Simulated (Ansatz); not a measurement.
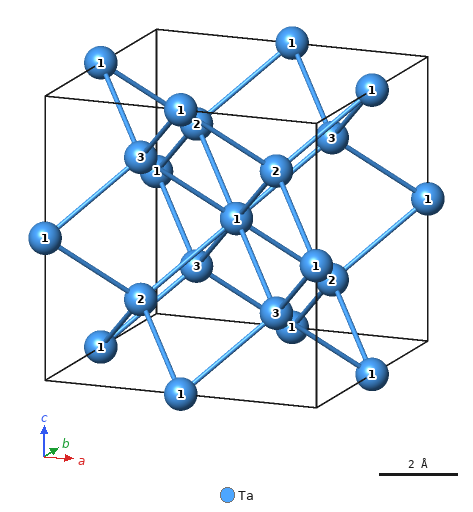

Crystalline Ta (a generated structure, set up in Fm-3m) (coarse preliminary run), before the relaxation. A ball-and-stick model of the conventional cell (4 times the calculation's cell), seen slightly off an axis. Lengths and directions refer to the drawn axes.

All numbers below come from DFT PBE, scalar-relativistic, plane waves, PAW (Ansatz 0.2.0).

Input file:
```yaml
crystal:
  lattice:
    - [0.0, 3.78374076, 3.78374076]
    - [3.78374076, 0.0, 3.78374076]
    - [3.78374076, 3.78374076, 0.0]
  atoms:
    - { symbol: Ta, position: [0.5, 0.5, 0.5] }
    - { symbol: Ta, position: [0.25, 0.25, 0.25] }
    - { symbol: Ta, position: [0.75, 0.75, 0.75] }
basis:
  ecutwfc: 420
kpoints:
  mp_grid: { grid: [4, 4, 4] }
hamiltonian:
  xc: pbe
scf:
  occupations: { method: gaussian, width: 0.1 }
  lower_state_search: "off"
output:
  forces: true
  stress: true
  eigenvalues: true
relax:
  adjacent_minimum: "off"
  f_tol: 0.04
  max_steps: 70
  cell: { stress_tol: 0.4 }
```

Run as
```bash
ansatz run input.yaml --threads 1 --pin off --max-ram 2048MiB --backend cpu --events-out ev --progress --plain --runs-dir out
```

Question: Where does the relaxation end?

Answer: The atoms keep their places relative to the cell (all moves are under 0.005 Å). The volume changes by −40.4 %, with a = b = c 7.567 → 6.369 Å (−15.8 %). Among the contacts that change: Ta2–Ta3 3.784 → 3.185 Å, Ta1–Ta2 3.277 → 2.758 Å. The space group stays Fm-3m (No. 225). Over 4 accepted moves (5 points after the start) the energy falls by 1859 meV per atom. All forces vanish by symmetry, so only the cell relaxes. Pressure: −26.17 GPa at the start and 0.27 GPa at the end. The SCF was repeated once at an unchanged geometry on a basis and grid sized afresh for the cell, which shifted the energy by 0.7 meV per atom at most.

The structure at the end:

```
CELL_PARAMETERS angstrom
0.00000 3.18450 3.18450
3.18450 0.00000 3.18450
3.18450 3.18450 0.00000
ATOMIC_POSITIONS crystal
Ta 0.50000 0.50000 0.50000
Ta 0.25000 0.25000 0.25000
Ta 0.75000 0.75000 0.75000
```

After the run, drawn alike:

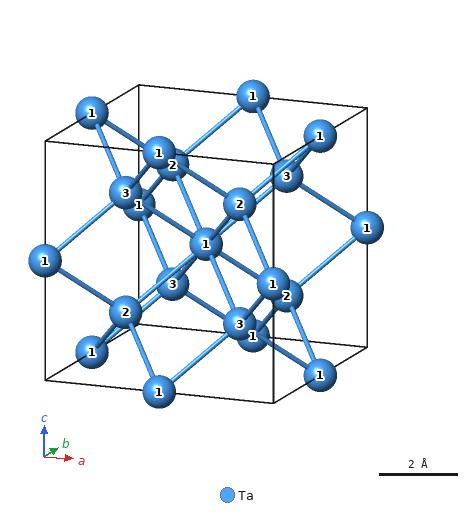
